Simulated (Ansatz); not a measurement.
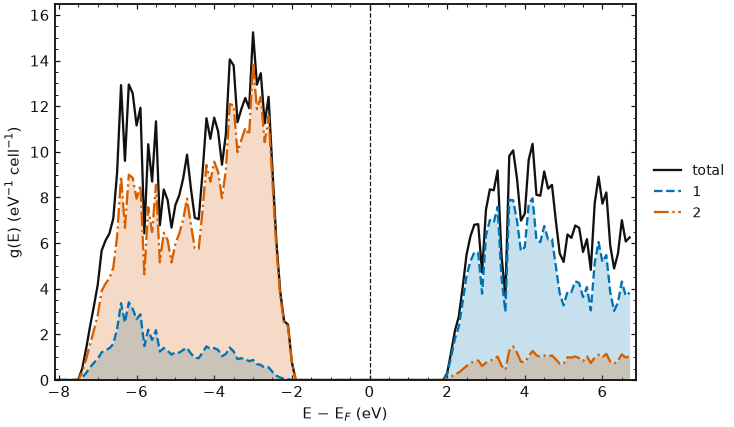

Density of states. Energies are counted from the Fermi level. The partial curves are projected on Löwdin-orthogonalised atomic shells.

Structure: HfO2, space group P2_1/c, 12 atoms in the cell.

Method: DFT PBEsol, scalar-relativistic, plane waves, PAW, no spin polarisation, 6×6×6 k mesh, 420 eV cutoff (Ansatz).

Assign each number in the legend. The candidates: Hf 5d, O 2p.

1 is Hf 5d; 2 is O 2p.

Metal or insulator, going by the density of states?

There is a gap; over the k points computed it is 3.93 eV.

The cell is at −7 GPa in this functional. Spin-orbit coupling is left out, which matters for Hf.
